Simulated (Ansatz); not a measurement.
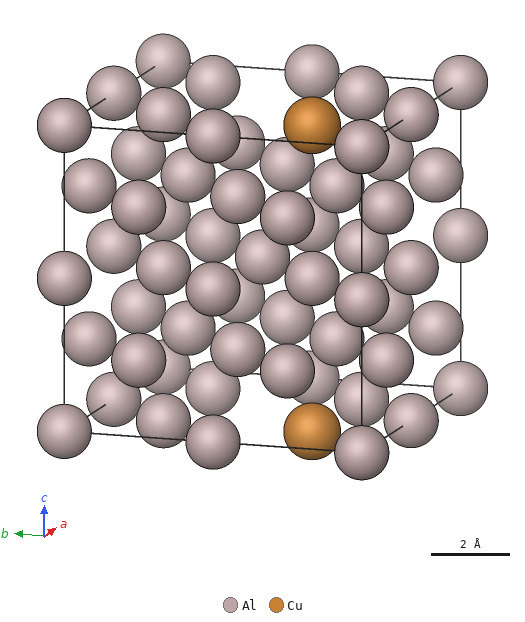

**Figure 1.** The input geometry (spheres-only view of the cell of the calculation, seen at an oblique angle). An atom can appear more than once, as a periodic image.

## Run report: Al30Cu, geometry relaxation (part 1 of 2)

System: Al30Cu (defect cell, 31 atoms in the cell).
Method: DFT PBE, scalar-relativistic, plane waves, PAW, PAW set soft_1, no spin polarisation (Ansatz 0.2.0).

It belongs to a series of runs on one base structure; here: end point B relaxed.

## The input
```yaml
crystal:
  lattice:
    - [8.1, 0.0, 0.0]
    - [0.0, 8.1, 0.0]
    - [0.0, 0.0, 8.1]
  atoms:
    - { symbol: Al, position: [0.5, 0.0, 0.0] }
    - { symbol: Al, position: [0.75, 0.25, 0.0] }
    - { symbol: Al, position: [0.75, 0.0, 0.25] }
    - { symbol: Al, position: [0.0, 0.0, 0.0] }
    - { symbol: Cu, position: [0.25, 0.25, 0.0] }
    - { symbol: Al, position: [0.75, 0.75, 0.0] }
    - { symbol: Al, position: [0.25, 0.0, 0.25] }
    - { symbol: Al, position: [0.5, 0.25, 0.25] }
    - { symbol: Al, position: [0.75, 0.5, 0.25] }
    - { symbol: Al, position: [0.5, 0.0, 0.5] }
    - { symbol: Al, position: [0.75, 0.25, 0.5] }
    - { symbol: Al, position: [0.75, 0.0, 0.75] }
    - { symbol: Al, position: [0.0, 0.5, 0.0] }
    - { symbol: Al, position: [0.25, 0.75, 0.0] }
    - { symbol: Al, position: [0.0, 0.25, 0.25] }
    - { symbol: Al, position: [0.25, 0.5, 0.25] }
    - { symbol: Al, position: [0.5, 0.75, 0.25] }
    - { symbol: Al, position: [0.0, 0.0, 0.5] }
    - { symbol: Al, position: [0.25, 0.25, 0.5] }
    - { symbol: Al, position: [0.5, 0.5, 0.5] }
    - { symbol: Al, position: [0.75, 0.75, 0.5] }
    - { symbol: Al, position: [0.25, 0.0, 0.75] }
    - { symbol: Al, position: [0.5, 0.25, 0.75] }
    - { symbol: Al, position: [0.75, 0.5, 0.75] }
    - { symbol: Al, position: [0.0, 0.75, 0.25] }
    - { symbol: Al, position: [0.0, 0.5, 0.5] }
    - { symbol: Al, position: [0.25, 0.75, 0.5] }
    - { symbol: Al, position: [0.0, 0.25, 0.75] }
    - { symbol: Al, position: [0.25, 0.5, 0.75] }
    - { symbol: Al, position: [0.5, 0.75, 0.75] }
    - { symbol: Al, position: [0.0, 0.75, 0.75] }
basis:
  ecutwfc: 420.0
kpoints:
  mp_grid: { grid: [3, 3, 3] }
hamiltonian:
  xc: pbe
  pseudopotentials: { kind: paw, azcp: { folder: soft_1 } }
scf:
  occupations: { method: gaussian, width: 0.1 }
  lower_state_search: "off"
relax:
  f_tol: 0.03
  max_steps: 60
  adjacent_minimum: "off"
```

Launch command:
```bash
ansatz run input.yaml --threads 4 --pin off --max-ram 10240MiB --backend cpu --events-out ev --progress --plain --runs-dir out
```

## What the program printed
```
Engine: ansatz 0.2.0, aarch64-unknown-linux-gnu
Pseudopotentials: kind: paw
Pseudopotential: Al, paw, valence charge 3, recommended cutoff 420 eV (normal), [file]
Pseudopotential: Cu, paw, valence charge 19, recommended cutoff 420 eV (normal), [file]
Functional definition: PBE
  parameter kappa = 0.804
  parameter beta = 0.06672455060314922
  exchange = pbe_x(kappa = kappa, mu = beta*pi^2/3)
  correlation = pbe_c(beta = beta)
Crystal: 31 atoms, lattice volume = 531.441 Å³
Basis set: ecut = 420 eV, 10395 PW (Γ), exchange–correlation on 120×120×120 points (8 copies of the dense FFT grid, shifted against one another)
Bands: 86, of which v1, the nominal top of the filled ones, is band 55 counted from 1 (54 counted from 0)
Symmetry: 4 space group operations
Space group: Amm2 (ITA 38), of the structure as read, at distance tolerance 8.1e-5 Å
k-points: 8 of 27 (time reversal used)
Non-local potential: Al, projectors of the file, l = 0: 2, l = 1: 2, l = 2: 1
Non-local potential: Cu, projectors of the file, l = 0: 3, l = 1: 2, l = 2: 3, l = 3: 1
PAW form: soft (Blöchl's): semilocal exchange-correlation on the pseudo side does not see the compensation charge
PAW one-centre angular grid: Al, 110 points (default); XC on 64 Gauss nodes
PAW one-centre angular grid: Cu, 590 points (default); XC on 64 Gauss nodes
Initial density: superposition of atomic densities (chi_scale 0.1, normalization cell, long waves kept (reshape's long-wave potential 0.10 eV rms))
Initial wavefunctions: pseudopotential atomic-orbital guess
Functional: x = pbe(κ = 0.804, μ = 0.2195149727645171), c = pbe(β = 0.06672455060314922)
SCF iter   1: F=—  HF=-22780.515119 eV  |F-HF|=—  |Δ(HF+E_count)|=         —  Δρ=4.23e-1  dr2=1.05e3  ethr=3.10e-3  ⟨swp⟩=8.4  Hψ=3521  notcnv=0  defer=2
preconditioner: auto → Kerker (q_TF=auto, 2.095 Å⁻¹)  [metal: Δε(μ)=0.019 eV  Ē_g=6.652 eV  σ=0.100 eV  W_gap=0.11  n_scr=80 (ndim 8)  ℏωp=16.2 eV  f_vac=0.000  D(μ)=13.83/eV (n_scr^D=80)]
SCF iter   2: F=—  HF=-22762.542939 eV  |F-HF|=—  |Δ(HF+E_count)|=    1.80e1  Δρ=1.09e-1  dr2=3.37e1  ethr=3.10e-3  ⟨swp⟩=4.0  Hψ=2312  notcnv=0  defer=137
SCF iter   3: F=—  HF=-22750.588043 eV  |F-HF|=—  |Δ(HF+E_count)|=    1.20e1  Δρ=4.32e-2  dr2=7.08e0  ethr=3.10e-3  ⟨swp⟩=3.4  Hψ=1492  notcnv=0  defer=178
SCF iter   4: F=—  HF=-22750.351396 eV  |F-HF|=—  |Δ(HF+E_count)|=   2.37e-1  Δρ=2.98e-2  dr2=3.82e0  ethr=3.10e-3  ⟨swp⟩=2.0  Hψ=951  notcnv=0  defer=178
SCF iter   5: F=—  HF=-22749.969244 eV  |F-HF|=—  |Δ(HF+E_count)|=   3.82e-1  Δρ=1.30e-2  dr2=1.00e0  ethr=3.10e-3  ⟨swp⟩=2.0  Hψ=681  notcnv=0  defer=178
SCF iter   6: F=—  HF=-22749.851460 eV  |F-HF|=—  |Δ(HF+E_count)|=   1.18e-1  Δρ=2.91e-3  dr2=1.02e-1  ethr=9.18e-4  ⟨swp⟩=2.0  Hψ=946  notcnv=0  defer=182
SCF iter   7: F=—  HF=-22749.836964 eV  |F-HF|=—  |Δ(HF+E_count)|=   1.45e-2  Δρ=5.92e-4  dr2=1.78e-3  ethr=9.31e-5  ⟨swp⟩=2.1  Hψ=816  notcnv=0  defer=179
SCF iter   8: F=—  HF=-22749.837783 eV  |F-HF|=—  |Δ(HF+E_count)|=   8.18e-4  Δρ=3.08e-4  dr2=5.65e-4  ethr=1.63e-6  ⟨swp⟩=2.1  Hψ=982  notcnv=0  defer=179
SCF iter   9: F=—  HF=-22749.837768 eV  |F-HF|=—  |Δ(HF+E_count)|=   1.49e-5  Δρ=1.36e-4  dr2=1.10e-4  ethr=5.19e-7  ⟨swp⟩=1.8  Hψ=518  notcnv=0  defer=179
SCF iter  10: F=-22749.837759 eV  HF=-22749.837759 eV  |F-HF|=4.52e-7  |Δ(HF+E_count)|=   8.65e-6  Δρ=8.34e-6  dr2=6.80e-7  ethr=2.06e-8  ⟨swp⟩=3.0  Hψ=2091  notcnv=0
SCF 1 converged in 10 iterations: F = -22749.837759 eV  dr2 = 6.80e-7
  greatest PAW one-centre occupation: 1.000 electrons in one spin orbital (limit 2), on the Cu atom at site 4 (counted from 0), in its partial waves of l = 0
relax step   1: F+E_penalty+E_count = -22749.83775869 eV  Δ(F+E_penalty+E_count) = +0.000e0 eV  max|allowed force component| = 3.217e-1 eV/Å  Δτ_max = 0.0000 Å  (10 SCF iters, dr2 threshold 2.25e-5 eV, accepted)
Initial density: handed on by an earlier stage of this run
Initial wavefunctions: those handed on with the density
iter 1 solved again at ethr=2.47e-4 eV; its pass at ethr=3.10e-3 eV (dr2=2.69e-1 eV) is discarded
SCF iter   1: F=—  HF=-22750.019940 eV  |F-HF|=—  |Δ(HF+E_count)|=         —  Δρ=3.97e-3  dr2=2.80e-1  ethr=2.47e-4  ⟨swp⟩=1.0  Hψ=2266  notcnv=0  defer=180
preconditioner: auto → Kerker (q_TF=auto, 2.095 Å⁻¹)  [metal: Δε(μ)=0.070 eV  Ē_g=6.551 eV  σ=0.100 eV  W_gap=0.34  n_scr=80 (ndim 8)  ℏωp=16.2 eV  f_vac=0.000  D(μ)=9.39/eV (n_scr^D=56)]
SCF iter   2: F=—  HF=-22749.979095 eV  |F-HF|=—  |Δ(HF+E_count)|=   4.08e-2  Δρ=1.96e-3  dr2=9.92e-2  ethr=2.47e-4  ⟨swp⟩=1.2  Hψ=537  notcnv=0  defer=180
SCF iter   3: F=—  HF=-22749.963469 eV  |F-HF|=—  |Δ(HF+E_count)|=   1.56e-2  Δρ=2.02e-3  dr2=1.25e-2  ethr=9.10e-5  ⟨swp⟩=2.0  Hψ=730  notcnv=0  defer=180
SCF iter   4: F=—  HF=-22749.960637 eV  |F-HF|=—  |Δ(HF+E_count)|=   2.83e-3  Δρ=2.37e-4  dr2=3.66e-4  ethr=1.15e-5  ⟨swp⟩=2.0  Hψ=966  notcnv=0  defer=181
SCF iter   5: F=—  HF=-22749.960405 eV  |F-HF|=—  |Δ(HF+E_count)|=   2.32e-4  Δρ=3.63e-5  dr2=2.61e-5  ethr=3.36e-7  ⟨swp⟩=2.0  Hψ=880  notcnv=0  defer=181
SCF iter   6: F=-22749.960404 eV  HF=-22749.960404 eV  |F-HF|=1.52e-7  |Δ(HF+E_count)|=   1.76e-6  Δρ=1.43e-5  dr2=2.89e-6  ethr=5.94e-9  ⟨swp⟩=4.0  Hψ=1927  notcnv=0
SCF 2 converged in 6 iterations: F = -22749.960404 eV  dr2 = 2.89e-6
relax step   2: F+E_penalty+E_count = -22749.96040351 eV  Δ(F+E_penalty+E_count) = -1.226e-1 eV  max|allowed force component| = 5.596e-2 eV/Å  Δτ_max = 0.1035 Å  (6 SCF iters, dr2 threshold 6.47e-6 eV, accepted)
SCF iter   1: F=—  HF=-22749.967549 eV  |F-HF|=—  |Δ(HF+E_count)|=         —  Δρ=6.68e-4  dr2=5.77e-3  ethr=6.75e-5  ⟨swp⟩=2.1  Hψ=1261  notcnv=0  defer=183
preconditioner: auto → Kerker (q_TF=auto, 2.095 Å⁻¹)  [metal: Δε(μ)=0.073 eV  Ē_g=6.549 eV  σ=0.100 eV  W_gap=0.37  n_scr=80 (ndim 8)  ℏωp=16.2 eV  f_vac=0.000  D(μ)=9.97/eV (n_scr^D=56)]
SCF iter   2: F=—  HF=-22749.966505 eV  |F-HF|=—  |Δ(HF+E_count)|=   1.04e-3  Δρ=3.60e-4  dr2=1.93e-3  ethr=5.30e-6  ⟨swp⟩=1.0  Hψ=792  notcnv=0  defer=183
SCF iter   3: F=—  HF=-22749.966060 eV  |F-HF|=—  |Δ(HF+E_count)|=   4.45e-4  Δρ=3.90e-5  dr2=7.62e-6  ethr=1.77e-6  ⟨swp⟩=2.0  Hψ=919  notcnv=0  defer=183
SCF iter   4: F=—  HF=-22749.965859 eV  |F-HF|=—  |Δ(HF+E_count)|=   2.01e-4  Δρ=8.14e-6  dr2=6.13e-7  ethr=6.99e-9  ⟨swp⟩=2.0  Hψ=941  notcnv=0  defer=183
SCF iter   5: F=—  HF=-22749.965859 eV  |F-HF|=—  |Δ(HF+E_count)|=   4.16e-8  Δρ=9.58e-6  dr2=3.06e-7  ethr=5.62e-10  ⟨swp⟩=2.0  Hψ=943  notcnv=0  defer=183
SCF iter   6: F=-22749.965859 eV  HF=-22749.965859 eV  |F-HF|=3.26e-9  |Δ(HF+E_count)|=   6.18e-8  Δρ=1.10e-6  dr2=9.27e-9  ethr=9.17e-11  ⟨swp⟩=2.5  Hψ=2043  notcnv=0
SCF 3 converged in 6 iterations: F = -22749.965859 eV  dr2 = 9.27e-9
relax step   3: F+E_penalty+E_count = -22749.96585884 eV  Δ(F+E_penalty+E_count) = -5.455e-3 eV  max|allowed force component| = 1.270e-2 eV/Å  Δτ_max = 0.0122 Å  (6 SCF iters, accepted)
```

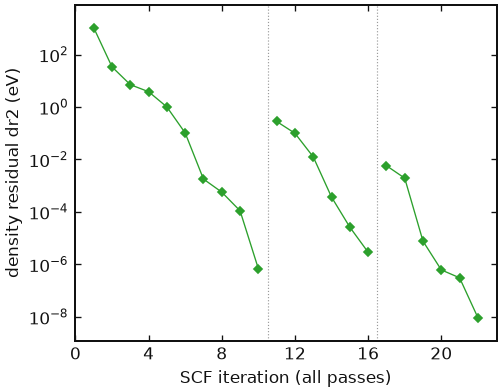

**Figure 2.** Convergence of the self-consistent field: density residual dr2 against the SCF iteration. The dotted lines part the SCF passes of the relaxation: geometry steps, rejected trials and re-solves on a re-selected basis. The passes take 10, 6 and 6 iterations.

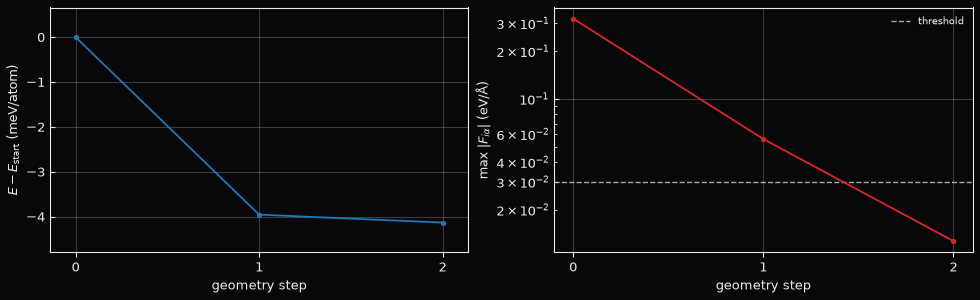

**Figure 3.** Progress of the relaxation, step by step (the first geometry is step 0 here and step 1 in the log).

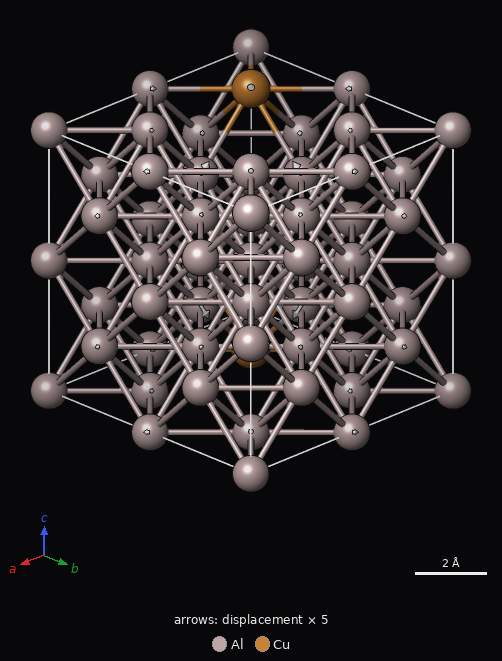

**Figure 4.** The starting structure with the displacements as white arrows, magnified 5 times (ball-and-stick view of the cell of the calculation, seen at an oblique angle). The energy falls by 4.1 meV per atom in 2 geometry steps. Largest force component: 0.32 eV/Å at the start, 0.013 eV/Å at the end. The largest moves, 0.10 Å, are those of Al8, Al16, Al23 and Al29. By element the largest moves are Al 0.10 Å, Cu 0.05 Å. The cell stays as it was. Distances before and after: Al23–Al29 2.864 → 2.760 Å, Al11–Al23 2.864 → 2.956 Å, Al10–Al23 2.864 → 2.947 Å, Cu5–Al16 2.864 → 2.804 Å. (Atoms are counted from 1 in the order of the input.)

```
SCF converged after 6 iterations
Free energy (F): -22749.965859 eV
Harris-Foulkes:  -22749.965859 eV  (|F-HF|=3.26e-9)
Internal energy: -22749.916259 eV  (E = F + TS)
E sigma→0 (E₀):  -22749.941059 eV
Entropy (-TS):   -0.049600 eV (-1.600 meV/atom)
Fermi energy:    7.440423 eV
--- Per-component energies (eV) ---
  E_band       = -246.692566
  E_kinetic    = 921.349400
  E_local      = -7715.794618  (includes V_loc(G=0)·N_el)
  E_nonlocal   = 1187.750450
  E_hartree    = 3579.379020
  E_xc         = -1191.899291
  E_vxc        = -954.039266  (∫ρ·V_xc dr)
  E_paw        = -15895.774027  (= ΣΔE_a)
  E_vpaw       = -844.719335  (= ΣTr[D̂ρ^β])
  E_aug_tail   = 0.000914  (compensation charges beyond the density's cutoff)
  E_ewald      = -3634.928107
  E_smearing   = -0.049600  (= −TS)
  E_closure    = 0.000000  (closes the sum)
  Σ components = -22749.965859   (vs F -22749.965859, Δ=0.00e0)
```
